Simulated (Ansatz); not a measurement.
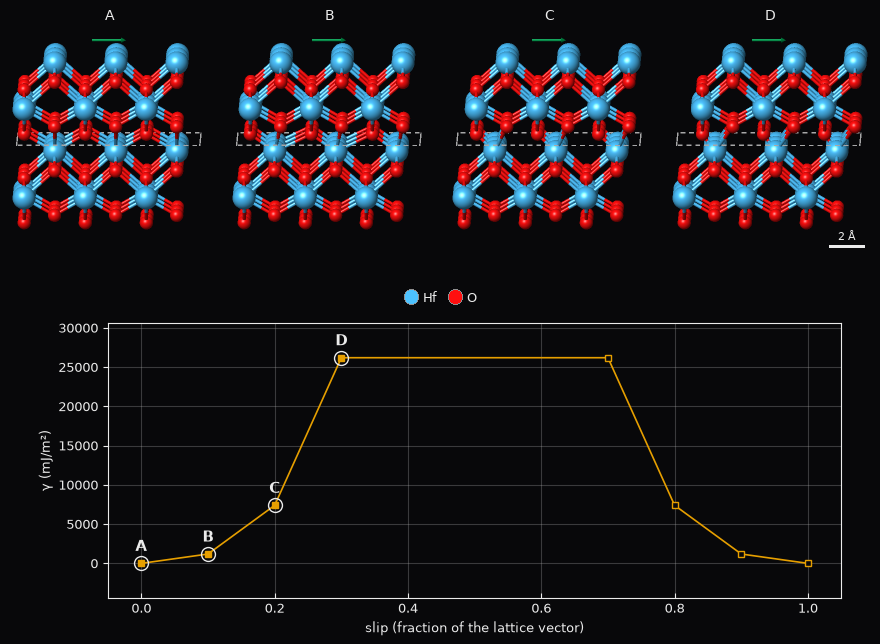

Crystalline HfO2 (P4_2/nmc): the crystal above a cut along the (0 0 1) plane of the conventional cell (between a plane of Hf below and one of O above, 1.02 Å apart) is slid rigidly by fractions of an in-plane lattice vector 3.58 Å long (a generalised stacking fault). One cut stands in each cell, which starts 10.4 Å high; nothing is relaxed, and the dashed outline marks the cut, the arrow on top the direction of slip. The lettered frames are marked on the plot. Hollow markers are points alike by symmetry, not computed again. Style: ball-and-stick. Shown: the layers on both sides of the cut, from the side, nearly along the cut plane.

Level of theory: DFT r2SCAN, scalar-relativistic, plane waves, PAW in Ansatz. (plane-wave cutoff 500 eV; k-point mesh 6 × 6 × 3; occupations gaussian; smearing width 0.05 eV; no spin polarisation). Energies (free energies at the smearing named) are counted from the relaxed crystal.

Describe the profile.

Answer. The curve starts and ends at zero, since a full lattice vector restores the crystal. Its highest computed point is 26199 mJ/m² at slip 0.30 and 0.70. The points are too sparse to place its extrema closely. Relaxation across the fault would lower the values.
